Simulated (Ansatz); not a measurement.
Consider HfO₂.

Input file:

```
crystal:
  lattice:
    - [0.0, 2.5575, 2.5575]
    - [2.5575, 0.0, 2.5575]
    - [2.5575, 2.5575, 0.0]
  atoms:
    - { symbol: Hf, position: [-0.0015176402, -0.0015176402, -0.0015176402] }
    - { symbol: O, position: [0.2584655465, 0.2584655465, 0.2584655465] }
    - { symbol: O, position: [0.7584655465, 0.7584655465, 0.7584655465] }
basis:
  ecutwfc: 500
kpoints:
  mp_grid: { grid: [8, 8, 8] }
hamiltonian:
  xc: r2scan
scf:
  occupations: { method: gaussian, width: 0.05 }
output:
  forces: true
  stress: true
  eigenvalues: true
  write_density: true
  write_potential: true
  elf: true
  volumetric_format: npy
```

Command:

```sh
ansatz run input.yaml --threads 2 --pin off --max-ram 5120MiB --backend cpu --events-out ev --progress --plain --runs-dir out
```

Below, planes, directions and counts refer to the conventional cell (a = 3.62 Å, b = 3.62 Å, c = 8.86 Å, α = 90.00°, β = 90.00°, γ = 120.00°).

Space group R3m; not relaxed (largest force 0.4 eV/Å); computed pressure about −8 GPa in this cell.

Method: Ansatz 0.2.0, DFT r2SCAN, scalar-relativistic, plane waves, PAW.

**Predict the valence pseudo-density and electron localisation function between the atoms.**

Hf–O (2.13 Å): ρ is about 0.69 e/Å³ halfway; the ELF peaks at about 0.85 in the valence shell of O, 0.6 Å from its nucleus, and drops to about 0.20 between the two atoms; no localised pair shows between them.
Hf–O (2.30 Å): ρ is about 0.42 e/Å³ halfway; the ELF peaks at about 0.85 in the valence shell of O, 0.7 Å from its nucleus, and drops to about 0.10 between the two atoms (no localised pair shows between them).

**Metal or insulator at this level of theory?**

It is gapped, with a Kohn–Sham gap of 4.2 eV on the k-point mesh, an upper bound to the gap of this method.

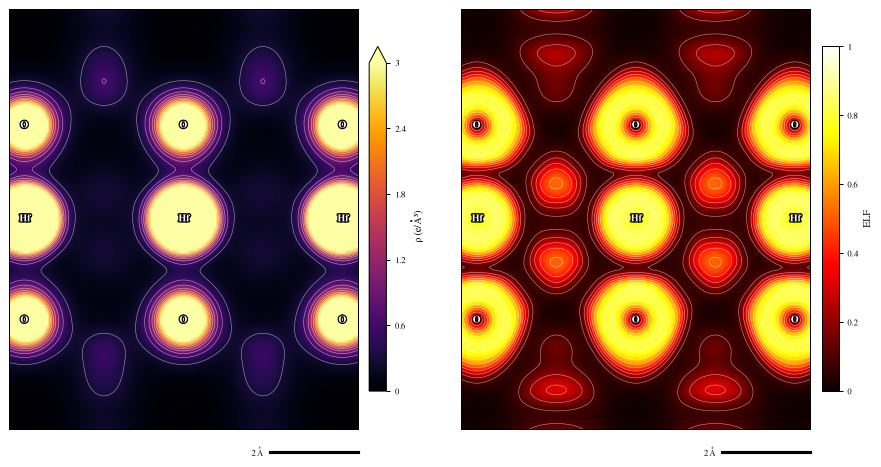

Computed valence pseudo-density and electron localisation function on the (100) plane of the conventional cell, in this order. 

Core electrons are frozen (PAW), and the valence fields are smoothed inside the atomic spheres.
